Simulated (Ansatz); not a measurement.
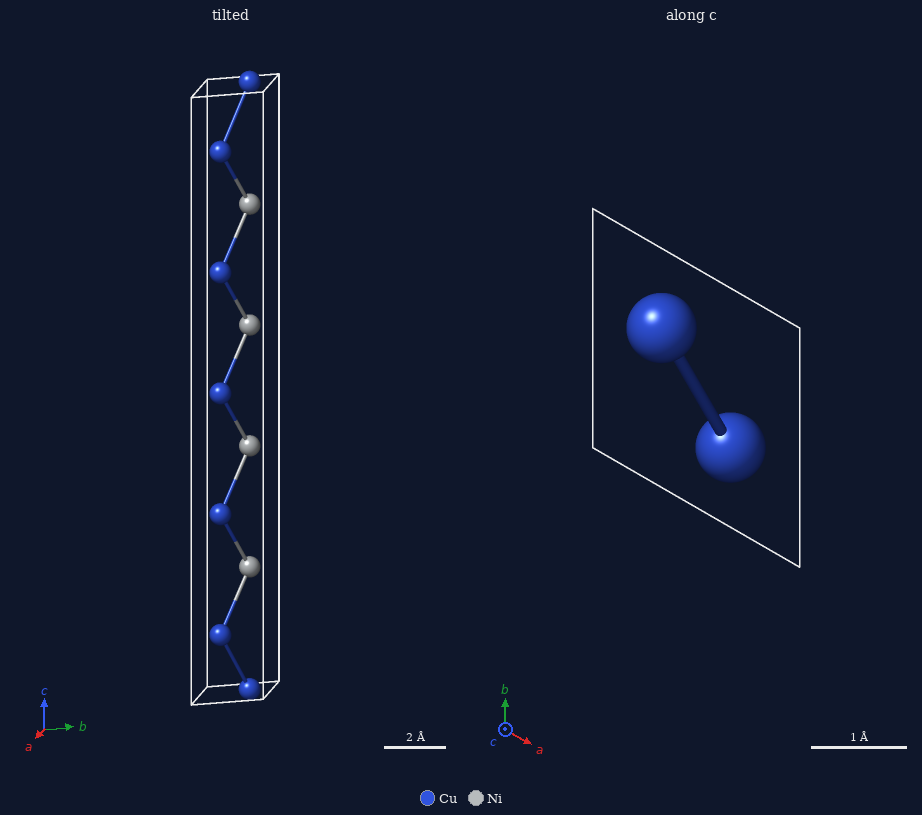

Drawn in the ball-and-stick manner and seen slightly off an axis and along the c axis. The conventional unit cell is outlined; an atom on or near a face, edge or corner is repeated at each equivalent position. Cell: a = 2.52 Å, b = 2.52 Å, c = 20.88 Å, α = 90.00°, β = 90.00°, γ = 120.00°.

The cell started as a structure type filled with these elements by a generator (whether the compound takes this form wasn't checked). Earlier steps of the study, as a rule a relaxation of our own, may have changed the cell and positions, so they can lie some per cent off the listed ones. A calculation with Ansatz used it as input.

Notes on the structure:

Answer. The structure is one of Cu3Ni2. Space group: P-6m2 (No. 187). Lattice: primitive hexagonal. With Z = 2, the cell contains 6 Cu, 4 Ni. Around each Ni lie six Cu and six Ni in an anticuboctahedral arrangement (about 2.5 Å to Cu, 2.5 Å to Ni). The numbers of neighbours within bonding distance are Cu 12. The bonds build a three-dimensional framework.

Level of theory and settings: DFT r2SCAN, scalar-relativistic, plane waves, PAW in Ansatz 0.2.0, plane waves up to 500 eV, an 18×18×2 grid in reciprocal space, Gaussian smearing of 0.1 eV, no spin polarisation (a spin-restricted run, not always the ground state).

What does the calculation say: metal or gapped?

Answer. A metal: bands cross the Fermi level.

What net charge does each kind of atom have (Bader)?

Answer. Cu +0.01 to +0.05 e; Ni -0.06 e.

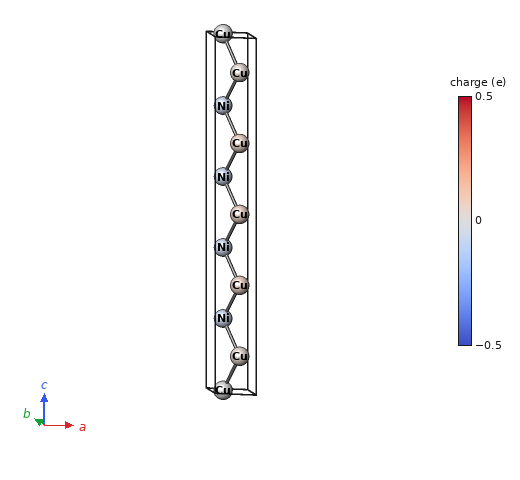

The atoms coloured by those charges. The run's cell of 10 atoms is drawn.

Do the forces and the stress vanish for this geometry?

Answer. No. The largest force is 0.03 eV/Å. The pressure is -7.3 GPa, so the cell would contract.
